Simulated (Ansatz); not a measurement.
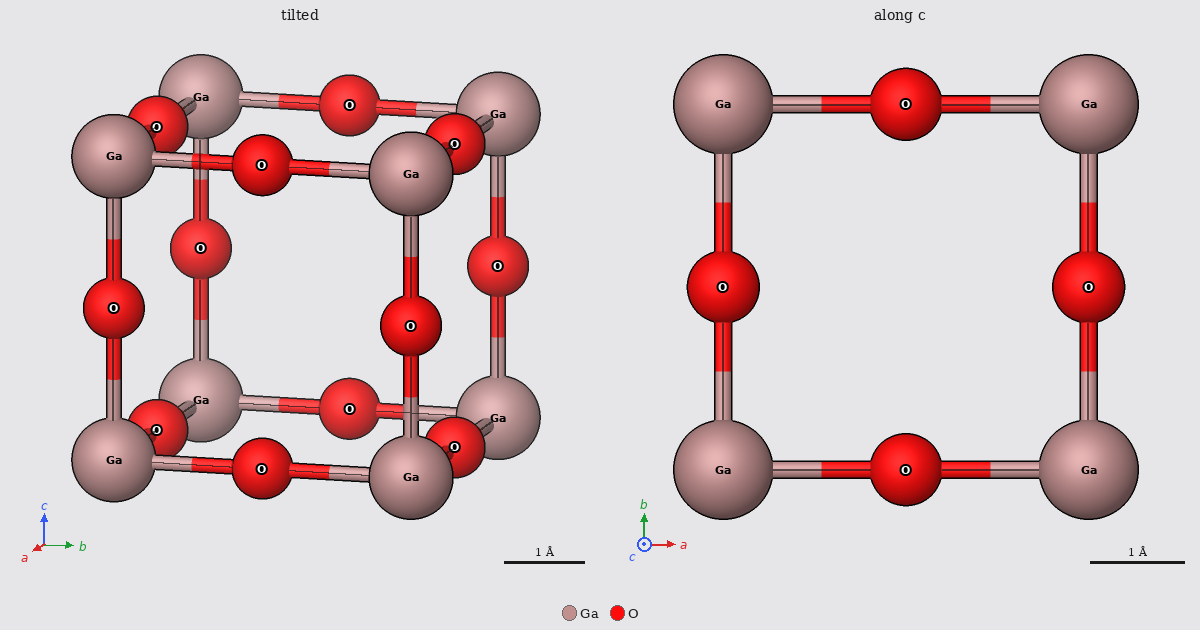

Drawn in the ball-and-stick manner and seen slightly off an axis and along the c axis. Atoms at the boundary of the conventional unit cell (the box) are drawn once for each face, edge or corner they touch. Cell: a = 3.90 Å, b = 3.90 Å, c = 3.90 Å, α = 90.00°, β = 90.00°, γ = 90.00°.

The structure comes from a structure type filled with these elements by a generator (whether the compound takes this form wasn't checked). Earlier steps of the study, as a rule a relaxation of our own, may have changed the cell and positions, so they can lie some per cent off the listed ones. It was run through Ansatz as a DFT input.

Q: Give a description of the structure.

A: Formula: GaO3. It belongs to space group Pm-3m (No. 221) and has a primitive cubic lattice. Among the common structure types it is ReO₃ type. The cell has 4 atoms, namely 1 Ga, 3 O. Ga bonds to six O in an octahedral arrangement at about 1.9 Å. O bonds to two Ga in a linear arrangement at about 1.9 Å. The bonds build a three-dimensional framework.

Calculation details: DFT PBE, scalar-relativistic, plane waves, PAW (Ansatz 0.2.0); plane-wave cutoff 420 eV, a 12×12×12 grid in reciprocal space, Gaussian smearing of 0.1 eV, collinear spins.

Q: Which atoms carry magnetic moments in this run, and how do they order?

A: The state reached is ferromagnetic. Sizes: O 0.9 μB; net moment 3.0 μB in the run's cell of 4 atoms.

Q: Is the electronic structure metallic or gapped?

A: A metal: bands cross the Fermi level.

Q: What charge does Bader's analysis assign to each element?

A: Ga +1.99 e; O -0.66 e.

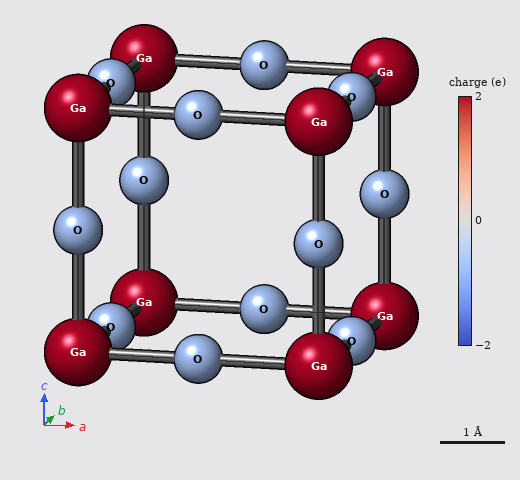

The atoms coloured by those charges. The run's cell of 4 atoms is drawn.

Q: Is this an equilibrium geometry for the method given?

A: Yes. All forces vanish to within 0.01 eV/Å. The pressure is 0.0 GPa, close to zero.
